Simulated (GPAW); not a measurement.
System: WC (space group Fm-3m).

Method: PAW DFT in plane waves, on a grid or in atomic orbitals, no spin polarisation; energies at scaled volumes of the given cell, shape and fractions fixed, counted from the fit's minimum, third-order Birch-Murnaghan fit (GPAW 26.7.0). All runs: no spin polarisation.

- k mesh: 10×10×10
- occupations: Fermi–Dirac
- smearing width: 0.05 eV
- wave cutoff: 800 eV

Settings that differ: LDA: potentials GPAW-PAW-data-sets-(gpaw-data-1.2.1); PBEsol: potentials PAW-data-sets-made-by gpaw-setup-for-the-functional; PBE: potentials GPAW-PAW-data-sets-(gpaw-data-1.2.1).

What does the calculation give for the pressure against volume, with one curve for each functional? The cases: LDA; PBEsol; PBE.

The fitted equilibrium volumes, smallest first, are LDA 10.047, PBEsol 10.244, PBE 10.496 Å³/atom. The fitted bulk moduli, smallest first, are PBE 367.5, PBEsol 390.8, LDA 406.6 GPa. For LDA, the pressure falls from 5.51 GPa at volume 9.91 Å³/atom to −34.61 GPa at 11.17 Å³/atom, and changes sign near 10.04 Å³/atom. For PBEsol, the pressure falls from 13.70 GPa at volume 9.91 Å³/atom to −28.38 GPa at 11.17 Å³/atom, and changes sign near 10.24 Å³/atom.

LDA:
```csv
volume (Å³/atom),pressure (GPa)
9.91,5.51
10.12,-3.16
10.33,-10.92
10.54,-17.87
10.75,-24.08
10.96,-29.64
11.17,-34.61
```

PBEsol:
```csv
volume (Å³/atom),pressure (GPa)
9.91,13.70
10.12,4.65
10.33,-3.47
10.54,-10.76
10.75,-17.29
10.96,-23.14
11.17,-28.38
```

PBE:
```csv
volume (Å³/atom),pressure (GPa)
9.91,23.69
10.12,14.26
10.33,5.80
10.54,-1.81
10.75,-8.65
10.96,-14.79
11.17,-20.31
```

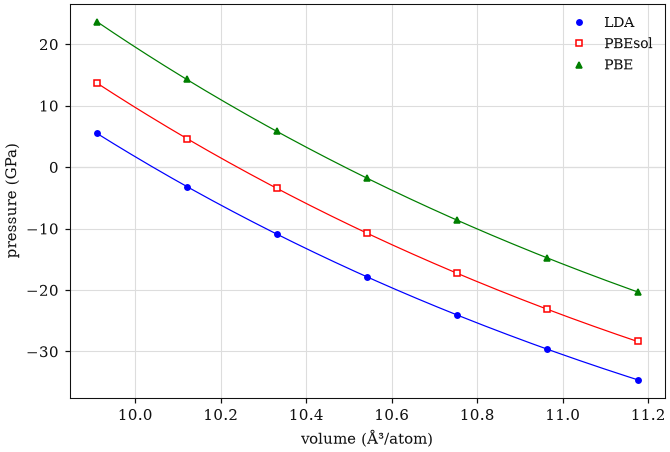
